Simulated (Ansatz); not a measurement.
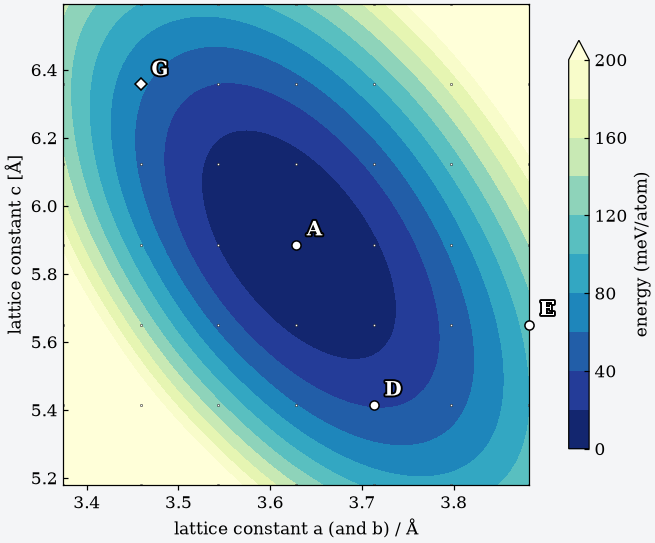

ZrS2 (P-3m1, No. 164; 3 atoms in the cell). The energy is mapped over the lattice constants a and c of the conventional cell. The first coordinate is: lattice constant a (and b); the second: lattice constant c. Nothing is relaxed (fractional coordinates fixed). Grid: 7 × 7 points. Points are written as (first, second). All energies are given in meV/atom relative to the lowest grid point. The band gap closes in part of the range. Theory: Ansatz 0.2.0, DFT PBEsol, scalar-relativistic, plane waves, PAW. Settings: cutoff 420 eV, k-mesh 9×9×6 in the order of the run's cell vectors, gaussian smearing 0.05 eV, no spin polarisation.

The picture shows filled contours, dots at the grid points, one colour for all values above the top of the scale, lettered points. Between grid points the surface is interpolated.

> Rank the lettered points by energy, lowest first.

A (0 meV/atom), D (38 meV/atom), G (63 meV/atom), E (109 meV/atom).

PAW datasets: the set soft_1.
